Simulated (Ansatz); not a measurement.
## Run report: TiO$_{2}$, geometry relaxation (part 2 of 2)

TiO$_{2}$ (P4₂/mnm, 6 atoms in the cell); DFT PBE+U, scalar-relativistic, plane waves, PAW, Ueff = 4 eV on Ti d, no spin polarisation (Ansatz 0.2.0); cutoff 420 eV, 6×6×10 k-mesh, Gaussian smearing of 0.02 eV. The structure derives from a Materials Project entry. It belongs to a series of runs on one base structure; here: equal strain along all axes, cell held, atoms relaxed: -1.5 %.

Geometry of the input (Å; fractional positions):
```
4.5707  0.0000  0.0000
0.0000  4.5707  0.0000
0.0000  0.0000  2.9610
Ti 0.5000  0.5000  0.0000
Ti 0.0000  0.0000  0.5000
O  0.6944  0.6944  0.5000
O  0.8056  0.1944  0.0000
O  0.1944  0.8056  0.0000
O  0.3056  0.3056  0.5000
```

```
SCF converged after 3 iterations
Free energy (F): -7270.661504 eV
Harris-Foulkes:  -7270.661504 eV  (|F-HF|=1.13e-8)
Internal energy: -7270.661504 eV  (E = F + TS)
E sigma→0 (E₀):  -7270.661504 eV
Fermi energy:    10.828014 eV
--- Per-component energies (eV) ---
  E_band       = -385.438338
  E_kinetic    = 1249.386688
  E_local      = -3055.977632  (includes V_loc(G=0)·N_el)
  E_nonlocal   = 193.747100
  E_hartree    = 1161.213809
  E_xc         = -494.026648
  E_vxc        = -625.723493  (∫ρ·V_xc dr)
  E_hubbard    = 6.364398  (on-site DFT+U / exact-exchange correction)
  E_vhub       = 4.388621  (the Hubbard potential's part of the band-sum identity)
  E_paw        = -2720.881127  (= ΣΔE_a)
  E_vpaw       = -473.702336  (= ΣTr[D̂ρ^β])
  E_aug_tail   = 0.010292  (compensation charges beyond the density's cutoff)
  E_ewald      = -3610.498384
  E_smearing   = -0.000000  (= −TS)
  E_closure    = 0.000000  (closes the sum)
  Σ components = -7270.661504   (vs F -7270.661504, Δ=0.00e0)
--- Forces (eV/Å), atoms counted from 1 ---
  atom   1  Ti     0.00000000     0.00000000     0.00000000
  atom   2  Ti     0.00000000    -0.00000000     0.00000000
  atom   3  O      0.00067563     0.00067563     0.00000000
  atom   4  O     -0.00067563     0.00067563     0.00000000
  atom   5  O      0.00067563    -0.00067563     0.00000000
  atom   6  O     -0.00067563    -0.00067563     0.00000000
  max |Σ_I F_I| component: 1.30e-18 eV/Å
--- Stress (GPa, compression-positive) ---
        9.831234       0.000000       0.000000
        0.000000       9.831234       0.000000
        0.000000       0.000000      12.329538
  P = ⅓ Tr σ = 10.6640 GPa (106.640 kbar)
--- Band table (eV; the first three rows and the last of 60) ---
  k-point 0: bands = ["-48.2822", "-48.2628", "-24.5528", "-24.5528", "-24.3958", "-24.3958", "-24.3535", "-24.3190", "-8.7414", "-7.4040", "-6.7755", "-6.7755", "3.8225", "4.2728", "4.8713", "5.7353", "5.7353", "6.9501", "6.9501", "7.4703", "8.8262", "9.1336", "9.1336", "9.6604", "12.0328", "12.2315", "12.5021", "12.5559", "12.5559", "13.9434"]
  k-point 1: bands = ["-48.2785", "-48.2604", "-24.5421", "-24.5421", "-24.3941", "-24.3941", "-24.3932", "-24.3615", "-8.6377", "-7.3504", "-6.8139", "-6.8139", "3.9548", "4.3714", "4.9809", "5.6124", "5.6124", "7.1726", "7.1726", "7.1800", "8.4300", "8.9518", "8.9518", "9.5943", "12.2619", "12.3091", "12.4509", "12.6568", "12.6568", "14.1050"]
  k-point 2: bands = ["-48.2679", "-48.2536", "-24.5134", "-24.5134", "-24.4961", "-24.4719", "-24.3904", "-24.3904", "-8.3518", "-7.2205", "-6.9164", "-6.9164", "4.3177", "4.6270", "5.3046", "5.4759", "5.4759", "6.5202", "7.5765", "7.5765", "7.5809", "8.4679", "8.4679", "9.3478", "12.3742", "12.4707", "12.7140", "12.9208", "12.9208", "14.0596"]
  k-point 59: bands = ["-48.2335", "-48.2335", "-24.7576", "-24.7576", "-24.4186", "-24.4186", "-24.4046", "-24.4046", "-7.2847", "-7.2847", "-7.0961", "-7.0961", "4.8629", "4.8629", "4.9304", "4.9304", "6.0126", "6.0126", "6.7776", "6.7776", "8.3705", "8.3705", "8.9288", "8.9288", "12.6877", "12.6877", "13.1064", "13.1064", "13.3460", "13.3460"]
Occupation matrices written to [file]
--- Relaxed structure (4 steps of the walk, 4 accepted, 0 SCFs on fresh bases) ---
  F+E_penalty+E_count = -7270.66150401 eV   max|allowed force component| = 6.756e-4 eV/Å
  atoms:
    - { symbol: Ti, position: [0.5, 0.5, 0.0] }
    - { symbol: Ti, position: [-6.325458859242224e-20, -4.7440941444316725e-20, 0.5] }
    - { symbol: O, position: [0.6958653681545852, 0.6958653681545852, 0.5] }
    - { symbol: O, position: [0.8041346318454148, 0.19586536815458525, 0.0] }
    - { symbol: O, position: [0.19586536815458525, 0.8041346318454148, 0.0] }
    - { symbol: O, position: [0.3041346318454147, 0.3041346318454147, 0.5] }
```

**Trajectory as extended XYZ (Å, eV, eV/Å), 4 frames, from step=1 to step=4**
```
6
Lattice="4.5707 0.0000 0.0000 0.0000 4.5707 0.0000 0.0000 0.0000 2.9610" Properties=species:S:1:pos:R:3:forces:R:3 step=1 energy=-7270.65715
Ti    2.2854    2.2854    0.0000    0.0000   0.0000   0.0000
Ti    0.0000    0.0000    1.4805    0.0000   0.0000   0.0000
O     3.1737    3.1737    1.4805    0.1577   0.1577   0.0000
O     3.6824    0.8883    0.0000   -0.1577   0.1577   0.0000
O     0.8883    3.6824    0.0000    0.1577  -0.1577   0.0000
O     1.3970    1.3970    1.4805   -0.1577  -0.1577   0.0000
6
Lattice="4.5707 0.0000 0.0000 0.0000 4.5707 0.0000 0.0000 0.0000 2.9610" Properties=species:S:1:pos:R:3:forces:R:3 step=2 energy=-7270.66021
Ti    2.2854    2.2854    0.0000    0.0000   0.0000   0.0000
Ti    0.0000    0.0000    1.4805    0.0000   0.0000   0.0000
O     3.1769    3.1769    1.4805    0.0858   0.0858   0.0000
O     3.6793    0.8915    0.0000   -0.0858   0.0858   0.0000
O     0.8915    3.6793    0.0000    0.0858  -0.0858   0.0000
O     1.3939    1.3939    1.4805   -0.0858  -0.0858   0.0000
6
Lattice="4.5707 0.0000 0.0000 0.0000 4.5707 0.0000 0.0000 0.0000 2.9610" Properties=species:S:1:pos:R:3:forces:R:3 step=3 energy=-7270.66150
Ti    2.2854    2.2854    0.0000    0.0000   0.0000   0.0000
Ti    0.0000    0.0000    1.4805    0.0000   0.0000   0.0000
O     3.1806    3.1806    1.4805    0.0007   0.0007   0.0000
O     3.6755    0.8953    0.0000   -0.0007   0.0007   0.0000
O     0.8953    3.6755    0.0000    0.0007  -0.0007   0.0000
O     1.3901    1.3901    1.4805   -0.0007  -0.0007   0.0000
6
Lattice="4.5707 0.0000 0.0000 0.0000 4.5707 0.0000 0.0000 0.0000 2.9610" Properties=species:S:1:pos:R:3:forces:R:3 step=4 energy=-7270.66150
Ti    2.2854    2.2854    0.0000    0.0000   0.0000   0.0000
Ti    0.0000    0.0000    1.4805    0.0000   0.0000   0.0000
O     3.1806    3.1806    1.4805    0.0007   0.0007   0.0000
O     3.6755    0.8953    0.0000   -0.0007   0.0007   0.0000
O     0.8953    3.6755    0.0000    0.0007  -0.0007   0.0000
O     1.3901    1.3901    1.4805   -0.0007  -0.0007   0.0000
```

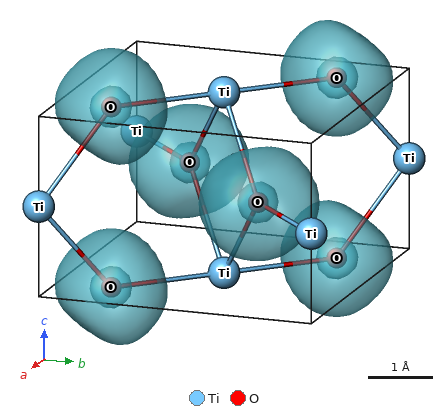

*Isosurface of the electron localisation function at 0.65 (cyan), seen slightly off an axis. Core shells and regions of very low density are left out. Sticks mark near contacts. The outline is the cell set on symmetry axes.*

Values along the shortest contacts: Ti–O (1.95 Å): the ELF is about 0.20 at the midpoint. The fields are those of the smooth PAW valence density.

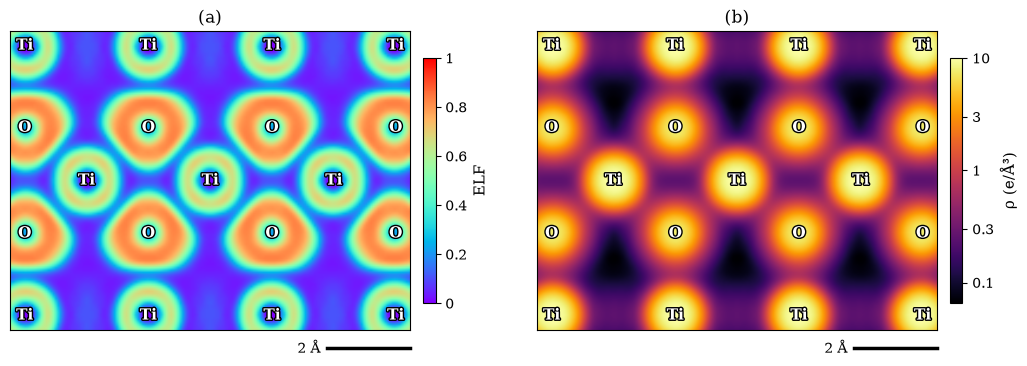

*(a) electron localisation function; (b) valence pseudo-density on the (11̄0) plane of the conventional cell.*

The section cuts through Ti and O sites. Ti–O (1.95 Å): ρ is about 0.74 e/Å³ halfway; the ELF is about 0.20 at the midpoint. Away from the nuclei the density in this plane falls to 0.07 e/Å³ at its lowest. The strong features right at Ti lie inside the PAW spheres (semicore, d or f shells) and say nothing about bonding.

**Summary**

| quantity | value |
| --- | --- |
| outcome | converged |
| space group (tolerance 0.01 Å) | P4₂/mnm (136) |
| electrons treated | 48 |
| free energy | −7270.6615 eV |
| Fermi energy | 10.828 eV |
| gap on the k-point mesh | 2.34 eV |
| pressure | 10.66 GPa |
| final volume | 61.86 Å³ |
| largest force (length of the vector) at the end | 0.001 eV/Å |
| final cell | a = 4.571 Å, b = 4.571 Å, c = 2.961 Å, α = 90.00°, β = 90.00°, γ = 90.00° |
| wall time | 28 s |
| peak memory | 0.46 GiB |

**Remarks**

The program warns: the SCF threshold is looser than advised for the printed stress. The cell is under a pressure of 10.7 GPa at this level, so it is not at its equilibrium volume.
